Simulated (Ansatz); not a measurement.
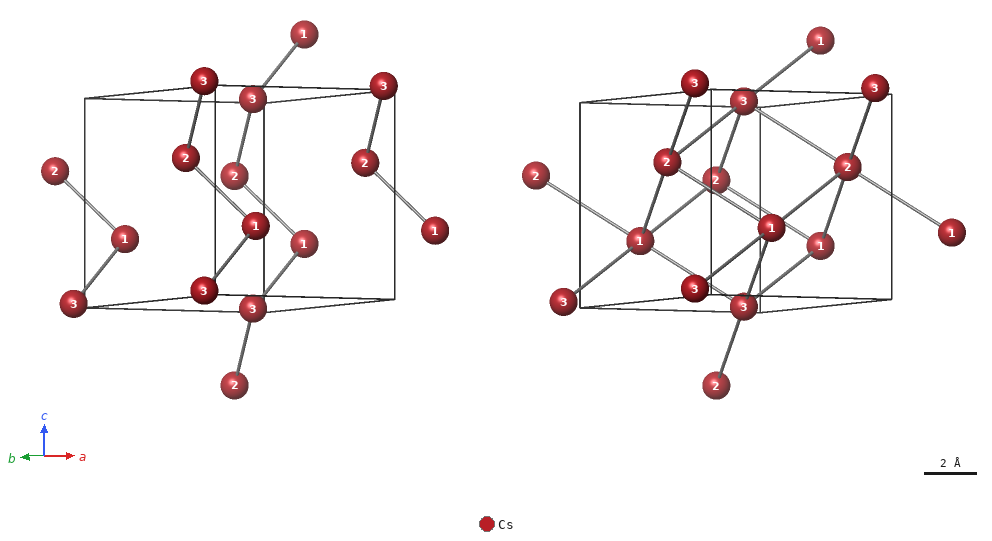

Two geometries of crystalline Cs (built on the trigonal selenium_152 type) (coarse preliminary run), drawn at one scale. One is the start of a relaxation, the other its converged end. A ball-and-stick model of the cell of the calculation, seen from a free direction.

Computed with DFT PBE, scalar-relativistic, plane waves, PAW in Ansatz 0.2.0. Set-up: plane-wave cutoff 420 eV; k-point mesh 3 × 3 × 2; occupations gaussian; smearing width 0.1 eV; no spin polarisation; cell and atoms relaxed; force threshold 0.04 eV/Å; at most 70 steps.

### Which geometry has the lower energy?

The right one is the relaxed one. Case: trigonal selenium type (P3_121, No. 152). The largest moves relative to the cell, 0.80 Å, are those of Cs1, Cs2 and Cs3. Cs1 goes along +a. The volume changes by −1.0 %, with a = b 7.265 → 7.301 Å (+0.5 %), c 8.242 → 8.079 Å (−2.0 %). Among the contacts that change: Cs1–Cs2 3.949 → 5.015 Å, Cs1–Cs2 (another image) 5.717 → 4.996 Å. Bond angles that change, for instance: Cs2–Cs1–Cs3 103.1° → 86.1°. The space group stays P3_121 (No. 152). Over 5 accepted moves (6 points after the start) the energy falls by 0.629 eV per cell of the calculation. The largest force component goes from 0.62 to 0.0041 eV/Å. Pressure: 0.29 GPa at the start and 0.01 GPa at the end. At 1 point the geometry stayed and the basis and grid were re-selected for the new cell (energy shift of less than 0.05 meV per cell of the calculation at most each time).

Limits of the set-up: the k-point mesh is coarse for a cell with partly filled bands.
